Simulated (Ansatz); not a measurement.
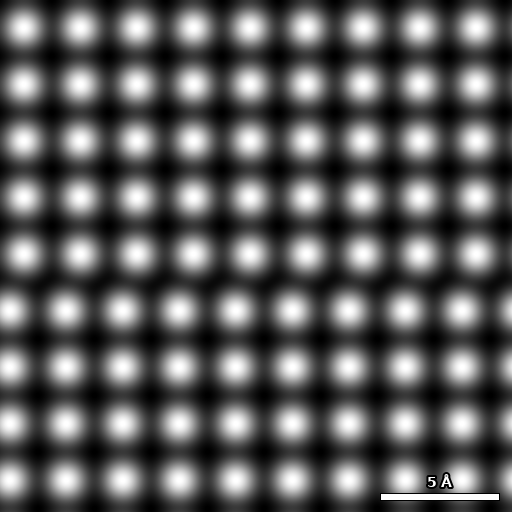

HAADF-like image of Cu (Pm-3m, No. 221) along [001]. Simulation: incoherent imaging, intensity Z^1.7 per atom, probe width 1.30 Å, thin sample. The display is stretched by a gamma of 0.8; percentages refer to the linear signal.

One planar defect was built into the perfect crystal by geometry alone, without relaxation. Host structure: the geometry relaxed with Ansatz 0.2.0, DFT, revPBE, plane waves (420 eV) with PAW, scalar-relativistic; the starting structure was generated, so it need not be a known form of this composition.

**Where does the periodic pattern break, and how?**

A planar fault (a stacking fault) runs horizontally about 12 Å below the top edge. The part above it is shifted along the boundary by 1/4 of the 2.43 Å repeat of the rows (0.6 Å to the right, the same as 1.8 Å to the left); both parts keep the same orientation.
